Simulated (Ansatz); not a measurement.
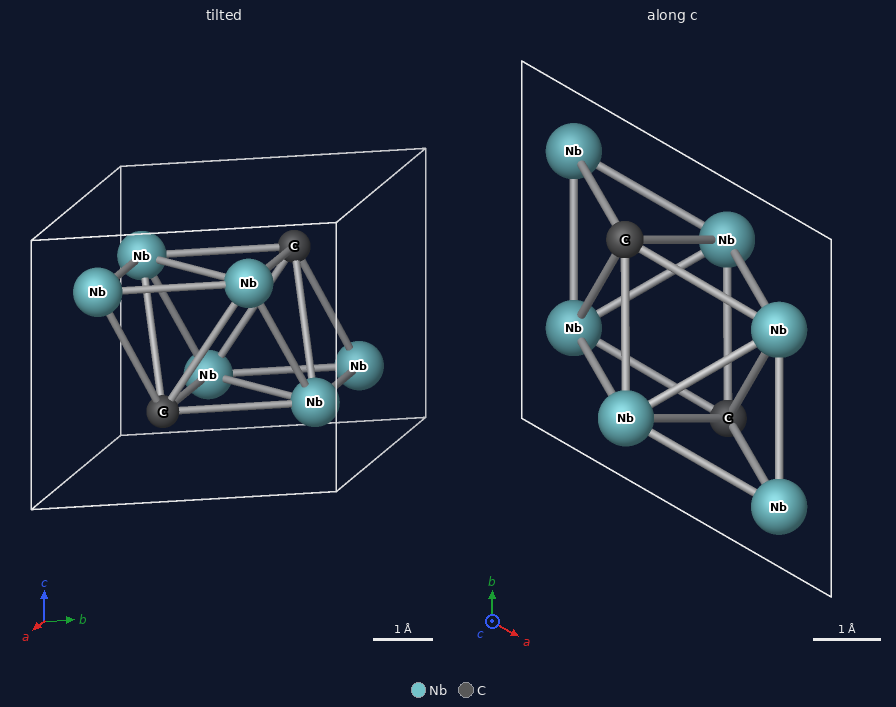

This ball-and-stick model is shown slightly off an axis and along the c axis. The conventional unit cell is drawn as a box. Cell: a = 5.36 Å, b = 5.36 Å, c = 4.74 Å, α = 90.00°, β = 90.00°, γ = 120.00°.

The structure was taken from a structure type filled with these elements by a generator (whether the compound takes this form wasn't checked). Earlier steps of the study may have refined or changed the cell and positions. A calculation with Ansatz used it as input.

Question: Notes on the structure:

Answer: Chemical formula Nb$_{3}$C. It is primitive hexagonal, space group P6_3/mmc (No. 194). Cell content 6 Nb, 2 C; Z = 2. Nb is coordinated by eight Nb and four C in a distorted anticuboctahedral arrangement (about 2.7 to 2.8 Å to Nb, 2.7 to 2.8 Å to C). About every C there are twelve Nb in an anticuboctahedral arrangement at about 2.7 to 2.8 Å. The bonds build a three-dimensional framework.

Computational set-up: Ansatz, DFT PBE, scalar-relativistic, plane waves, PAW, plane-wave cutoff 420 eV, a 12×12×8 k-point grid, Gaussian smearing of 0.1 eV, no spin polarisation.

Question: Classify it as metallic or gapped, with the value.

Answer: A metal: bands cross the Fermi level.

Question: What are the atomic charges by Bader's partition?

Answer: Nb +0.49 e; C -1.46 e.

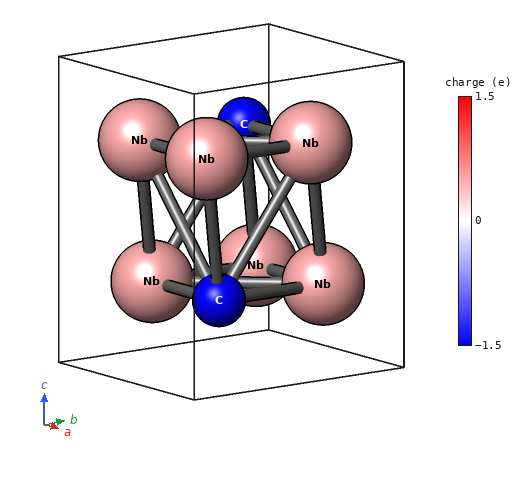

The atoms coloured by those charges. The run's cell of 8 atoms is drawn.

Question: Is the structure in equilibrium?

Answer: Yes. All forces vanish to within 0.01 eV/Å. The pressure is 0.0 GPa, close to zero.
